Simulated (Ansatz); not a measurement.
# Two runs on Al

System: Al (P-1, 1 atom in the cell).
Method of the first run: Kohn-Sham DFT of a periodic cell, revPBE with D3(BJ), Ansatz PAW, no spin polarisation (Ansatz 0.2.0).

The structure derives from an entry of the Crystallography Open Database. Text and figures count atoms from 1; the logs count them from 0 in places.

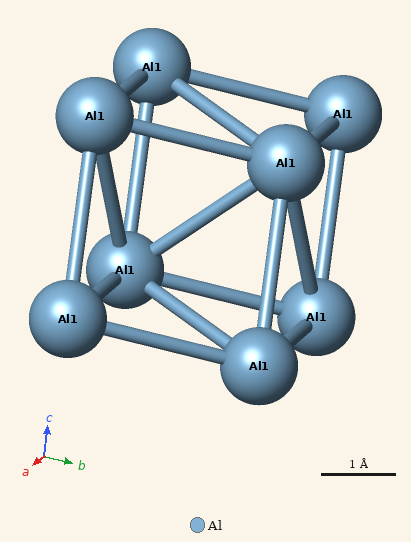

The starting structure (ball-and-stick view of the reduced cell, seen slightly off an axis; atoms are numbered from 1 in the order of the input). Near neighbours in the crystal (not all of them lie inside the picture): Al has 12 Al at 2.82 to 2.95 Å.

**Input file, the first run**
```yaml
crystal:
  lattice:
    - [-0.02045521, 1.97065405, 2.04383284]
    - [2.00265691, 0.00996627, 2.01341136]
    - [2.05929448, 1.99687013, -0.04667129]
  atoms:
    - { symbol: Al, position: [0.0, 0.0, 0.0] }
hamiltonian:
  xc: revpbe
  pseudopotentials: { kind: paw }
  dispersion: d3bj
kpoints:
  mp_grid: { grid: [11, 11, 11] }
scf:
  occupations: { method: fermi_dirac, width: 0.05 }
output:
  forces: true
  stress: true
  eigenvalues: true
  write_density: true
  write_potential: true
  elf: true
  volumetric_format: npy
relax:
  f_tol: 0.01
  max_steps: 40
  cell: { stress_tol: 0.05 }
```

Launched with:
```bash
ansatz run input.yaml --threads 2 --pin off --max-ram 5632MiB --backend cpu --events-out ev --progress --plain --runs-dir out
```

Hardware: 2 threads of Intel Xeon @ 2.50GHz (Skylake/Cascade Lake), 189 GiB of memory available, shared host.

**Output, shortened to warnings, some set-up lines, iterations and results (the first run)**
```
Basis set: ecut = 420 eV, 327 PW (Γ), exchange–correlation on 40×40×40 points (8 copies of the dense FFT grid, shifted against one another)
Symmetry: 2 space group operations
k-points: 666 of 1331
Initial density: superposition of atomic densities (neutral atoms: chi_scale 0, normalization atom), corrected by the library's trained network
[...]
SCF iter   1: F=—  HF=-540.262299 eV  |F-HF|=—  |Δ(HF+E_count)|=         —  Δρ=1.49e-3  dr2=3.46e-4  ethr=1.77e-3  ⟨swp⟩=4.6  Hψ=34530  notcnv=0
SCF iter   2: F=—  HF=-540.262228 eV  |F-HF|=—  |Δ(HF+E_count)|=   7.14e-5  Δρ=7.07e-4  dr2=7.75e-5  ethr=1.15e-5  ⟨swp⟩=1.2  Hψ=9485  notcnv=0  defer=5
SCF iter   3: F=—  HF=-540.262242 eV  |F-HF|=—  |Δ(HF+E_count)|=   1.45e-5  Δρ=2.14e-5  dr2=7.57e-8  ethr=2.58e-6  ⟨swp⟩=1.8  Hψ=4622  notcnv=0  defer=5
SCF iter   4: F=-540.262242 eV  HF=-540.262242 eV  |F-HF|=1.31e-9  |Δ(HF+E_count)|=   9.43e-9  Δρ=3.65e-6  dr2=1.48e-9  ethr=2.52e-9  ⟨swp⟩=1.3  Hψ=3977  notcnv=0  defer=5
SCF iter   5: F=-540.262242 eV  HF=-540.262242 eV  |F-HF|=7.50e-12  |Δ(HF+E_count)|=   1.36e-9  Δρ=3.02e-7  dr2=1.02e-11  ethr=4.93e-11  ⟨swp⟩=1.0  Hψ=3791  notcnv=0  defer=5
[... 52 lines ...]
SCF iter   2: F=—  HF=-540.288120 eV  |F-HF|=—  |Δ(HF+E_count)|=   1.43e-5  Δρ=2.58e-5  dr2=9.31e-9  ethr=1.20e-9  ⟨swp⟩=2.0  Hψ=5015  notcnv=0
SCF iter   3: F=—  HF=-540.288120 eV  |F-HF|=—  |Δ(HF+E_count)|=   1.17e-7  Δρ=7.79e-7  dr2=2.41e-11  ethr=3.10e-10  ⟨swp⟩=2.0  Hψ=5035  notcnv=0
SCF iter   4: F=-540.288120 eV  HF=-540.288120 eV  |F-HF|=1.02e-12  |Δ(HF+E_count)|=  8.48e-11  Δρ=8.95e-8  dr2=5.25e-13  ethr=1.00e-12  ⟨swp⟩=4.5  Hψ=12389  notcnv=0
SCF 11 converged in 4 iterations: F = -540.288120 eV  dr2 = 5.25e-13
relax step  11: F+E_penalty+E_count = -540.28811972 eV  Δ(F+E_penalty+E_count) = +3.368e-4 eV  max|allowed force component| = 0.000e0 eV/Å  Δτ_max = 0.0000 Å  P = -0.027 GPa  …
basis re-selected at this cell: Δ(F+E_penalty+E_count) = +3.368e-4 eV, ΔP = -0.035 GPa vs the last step (what re-selecting the basis moved, of the pressure what is left beyond the Pulay correction that the steps carried, after the strain that the cell walked since its last selection, with what the …
SCF converged after 4 iterations
Free energy (F): -540.288120 eV
Harris-Foulkes:  -540.288120 eV  (|F-HF|=1.02e-12)
Internal energy: -540.284893 eV  (E = F + TS)
E sigma→0 (E₀):  -540.286506 eV
Entropy (-TS):   -0.003226 eV (-3.226 meV/atom)
Fermi energy:    8.715253 eV
--- Per-component energies (eV) ---
  E_band       = 12.330672
  E_kinetic    = 23.796839
  E_local      = 11.113130  (includes V_loc(G=0)·N_el)
  E_nonlocal   = 10.191444
  E_hartree    = 0.122713
  E_xc         = -40.248902
  E_vxc        = -29.455116  (∫ρ·V_xc dr)
  E_paw        = -469.425761  (= ΣΔE_a)
  E_vpaw       = -3.561050  (= ΣTr[D̂ρ^β])
  E_aug_tail   = -0.000001  (compensation charges beyond the density's cutoff)
  E_ewald      = -75.135675
  E_disp       = -0.684319  (pairwise vdW)
  E_core_change = -0.014361  (= ΣΔE_core)
  E_smearing   = -0.003226  (= −TS)
  E_closure    = 0.000000  (closes the sum)
  Σ components = -540.288120   (vs F -540.288120, Δ=0.00e0)
--- Forces (eV/Å), atoms counted from 1 ---
  atom   1  Al     0.00000000     0.00000000     0.00000000
  max |Σ_I F_I| component: 0.00e0 eV/Å
--- Stress (GPa, compression-positive) ---
       -0.038806       0.002271       0.001999
        0.002271       0.001156      -0.006109
        0.001999      -0.006109      -0.042596
  P = ⅓ Tr σ = -0.0267 GPa (-0.267 kbar)
--- Relaxed structure (10 steps of the walk, 9 accepted, 1 SCFs on fresh bases) ---
  F+E_penalty+E_count = -540.28811972 eV   max|allowed force component| = 0.000e0 eV/Å   (the final SCF, on the basis selected at the relaxed cell)
  cell:  # Å, volume = 15.4545 Å³
    - [-0.00046999975023891485, 1.969617683373445, 1.971129544730911]
    - [1.9705068376893933, 8.44503389351122e-5, 1.9705739827252853]
    - [1.9838107763037858, 1.982940901076763, -0.013212214870154552]
  atoms:
    - { symbol: Al, position: [0.0, 0.0, 0.0] }
```

The input of the second run differs as follows (lines with − go, lines with + come):
```diff
-  xc: revpbe
+  xc: rpbe
-  dispersion: d3bj
+  dispersion: d4
```

What does this change do to the results?

The total energies belong to different models, so their difference says nothing on which is more stable or more accurate. The volume per atom goes from 15.45 to 15.60 Å³. The functional changes from revPBE to RPBE. The SCF takes 58 iterations over all geometry steps against 40.

**Output, shortened to warnings, some set-up lines, iterations and results (the second run)**
```
Basis set: ecut = 420 eV, 327 PW (Γ), exchange–correlation on 40×40×40 points (8 copies of the dense FFT grid, shifted against one another)
Symmetry: 2 space group operations
k-points: 666 of 1331
Initial density: superposition of atomic densities (neutral atoms: chi_scale 0, normalization atom), corrected by the library's trained network
[...]
SCF iter   1: F=—  HF=-541.102552 eV  |F-HF|=—  |Δ(HF+E_count)|=         —  Δρ=1.83e-3  dr2=5.35e-4  ethr=1.77e-3  ⟨swp⟩=4.5  Hψ=34369  notcnv=0
SCF iter   2: F=—  HF=-541.102427 eV  |F-HF|=—  |Δ(HF+E_count)|=   1.25e-4  Δρ=8.68e-4  dr2=1.19e-4  ethr=1.78e-5  ⟨swp⟩=1.1  Hψ=9389  notcnv=0  defer=4
SCF iter   3: F=—  HF=-541.102402 eV  |F-HF|=—  |Δ(HF+E_count)|=   2.48e-5  Δρ=2.29e-5  dr2=8.29e-8  ethr=3.96e-6  ⟨swp⟩=1.9  Hψ=4702  notcnv=0  defer=4
SCF iter   4: F=—  HF=-541.102433 eV  |F-HF|=—  |Δ(HF+E_count)|=   3.10e-5  Δρ=3.40e-6  dr2=1.23e-9  ethr=2.76e-9  ⟨swp⟩=2.0  Hψ=4836  notcnv=0  defer=4
SCF iter   5: F=-541.102433 eV  HF=-541.102433 eV  |F-HF|=1.31e-11  |Δ(HF+E_count)|=   1.21e-9  Δρ=3.86e-7  dr2=1.71e-11  ethr=4.11e-11  ⟨swp⟩=1.0  Hψ=3782  notcnv=0  defer=4
[... 78 lines ...]
SCF iter   1: F=—  HF=-541.122829 eV  |F-HF|=—  |Δ(HF+E_count)|=         —  Δρ=1.47e-6  dr2=1.72e-10  ethr=2.13e-9  ⟨swp⟩=3.1  Hψ=46708  notcnv=0
SCF iter   2: F=—  HF=-541.122848 eV  |F-HF|=—  |Δ(HF+E_count)|=   1.94e-5  Δρ=6.58e-7  dr2=1.60e-11  ethr=5.73e-12  ⟨swp⟩=2.0  Hψ=5042  notcnv=0
SCF iter   3: F=-541.122848 eV  HF=-541.122848 eV  |F-HF|=1.71e-11  |Δ(HF+E_count)|=  4.47e-11  Δρ=3.47e-7  dr2=4.32e-12  ethr=1.00e-12  ⟨swp⟩=4.8  Hψ=14556  notcnv=0
SCF 15 converged in 3 iterations: F = -541.122848 eV  dr2 = 4.32e-12
relax step  15: F+E_penalty+E_count = -541.12284832 eV  Δ(F+E_penalty+E_count) = +5.040e-6 eV  max|allowed force component| = 0.000e0 eV/Å  Δτ_max = 0.0000 Å  P = +0.012 GPa  …
basis re-selected at this cell: Δ(F+E_penalty+E_count) = +5.040e-6 eV, ΔP = -0.000 GPa vs the last step (what re-selecting the basis moved, of the pressure what is left beyond the Pulay correction that the steps carried, after the strain that the cell walked since its last selection, with what the …
SCF converged after 3 iterations
Free energy (F): -541.122848 eV
Harris-Foulkes:  -541.122848 eV  (|F-HF|=1.71e-11)
Internal energy: -541.119627 eV  (E = F + TS)
E sigma→0 (E₀):  -541.121238 eV
Entropy (-TS):   -0.003221 eV (-3.221 meV/atom)
Fermi energy:    8.634279 eV
--- Per-component energies (eV) ---
  E_band       = 12.162113
  E_kinetic    = 23.638281
  E_local      = 11.030509  (includes V_loc(G=0)·N_el)
  E_nonlocal   = 10.091967
  E_hartree    = 0.120933
  E_xc         = -40.213307
  E_vxc        = -29.338448  (∫ρ·V_xc dr)
  E_paw        = -470.181189  (= ΣΔE_a)
  E_vpaw       = -3.502062  (= ΣTr[D̂ρ^β])
  E_aug_tail   = -0.000001  (compensation charges beyond the density's cutoff)
  E_ewald      = -74.895131
  E_disp       = -0.694427  (pairwise vdW)
  E_core_change = -0.017261  (= ΣΔE_core)
  E_smearing   = -0.003221  (= −TS)
  E_closure    = 0.000000  (closes the sum)
  Σ components = -541.122848   (vs F -541.122848, Δ=0.00e0)
--- Forces (eV/Å), atoms counted from 1 ---
  atom   1  Al     0.00000000     0.00000000     0.00000000
  max |Σ_I F_I| component: 0.00e0 eV/Å
--- Stress (GPa, compression-positive) ---
        0.008415      -0.000538       0.023160
       -0.000538       0.016211      -0.000905
        0.023160      -0.000905       0.011130
  P = ⅓ Tr σ = 0.0119 GPa (0.119 kbar)
--- Relaxed structure (13 steps of the walk, 10 accepted, 2 SCFs on fresh bases) ---
  F+E_penalty+E_count = -541.12284832 eV   max|allowed force component| = 0.000e0 eV/Å   (the final SCF, on the basis selected at the relaxed cell)
  cell:  # Å, volume = 15.6038 Å³
    - [-0.013727768806602352, 1.989924425439768, 1.9898469829724625]
    - [1.9761851663826482, 6.364484614355612e-5, 1.9761980602219962]
    - [1.9771590056502213, 1.9763889964108823, -0.0009068136387197154]
  atoms:
    - { symbol: Al, position: [0.0, 0.0, 0.0] }
```

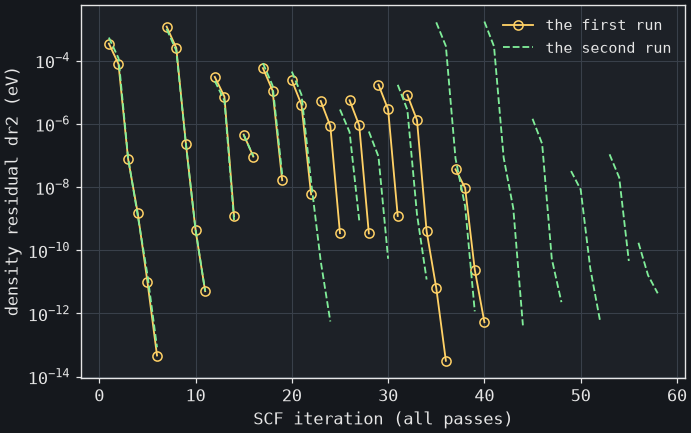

Convergence of the two runs: density residual dr2 against the SCF iteration. A break in a curve parts two SCF passes. The first run takes 40 iterations in all, and the second run takes 58.

**The two runs side by side**

| quantity | the first run | the second run |
| --- | --- | --- |
| outcome | converged | converged |
| free energy per atom (eV) | −540.2881 | −541.1228 |
| energy per atom, smearing taken to zero (eV) | −540.2865 | −541.1212 |
| gap on the mesh (eV) | 0.00 | 0.00 |
| pressure (GPa) | −0.03 | 0.01 |
| volume per atom (Å³) | 15.45 | 15.60 |
| largest force (eV/Å) | 0.000 | 0.000 |
| SCF iterations | 40 | 58 |
| irreducible k-points | 666 | 666 |
| wall time (shared host) | 59 s | 82 s |

For both runs: Points of doubt noted for this run: forces on files of another functional.
